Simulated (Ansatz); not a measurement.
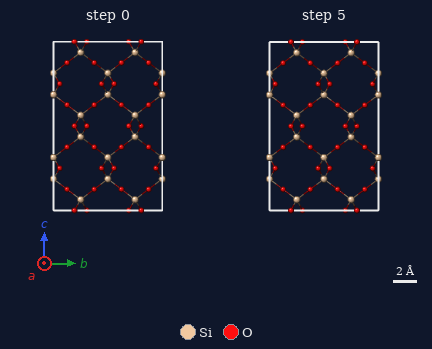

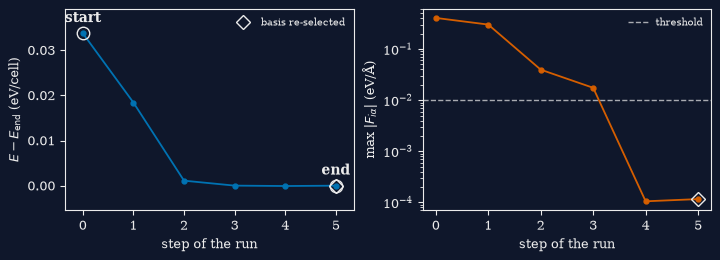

First and last geometry of a relaxation of solid SiO$_{2}$ (set up in Fddd), with the history of the run. A ball-and-stick model of the conventional cell (4 times the calculation's cell), seen along the a axis. Lengths and directions refer to the drawn axes.

Case: volume × 1.10, shape and atoms relaxed.

Level of theory: DFT LDA, scalar-relativistic, plane waves, PAW in Ansatz. (plane-wave cutoff 420 eV; k-point mesh 6 × 6 × 6; occupations gaussian; smearing width 0.02 eV; no spin polarisation; cell relaxed at fixed volume; force threshold 0.01 eV/Å; at most 30 steps)

Read the history and describe the run.

It converged. After 4 accepted moves (5 points after the start) the energy has fallen by 33.8 meV per cell of the calculation. Largest force component: 0.41 eV/Å at the start, 0.00012 eV/Å at the end. Pressure: −12.10 GPa at the start and −10.52 GPa at the end. The SCF was repeated once at an unchanged geometry on a basis and grid sized afresh for the cell, which shifted the energy by 0.1 meV per cell of the calculation at most. The largest moves relative to the cell, 0.042 Å, are those of O atoms. By element the largest moves are O 0.042 Å, Si 0.005 Å. The drawn cell changes at constant volume: a 4.853 → 4.855 Å (0.0 %), b 9.728 → 9.742 Å (+0.1 %), c 15.093 → 15.065 Å (−0.2 %). Near-neighbour distances that change, for instance: O–Si 1.646 → 1.635 Å. Bond angles that change, for instance: Si–O–Si 140.5° → 143.2°. The space group stays Fddd (No. 70).
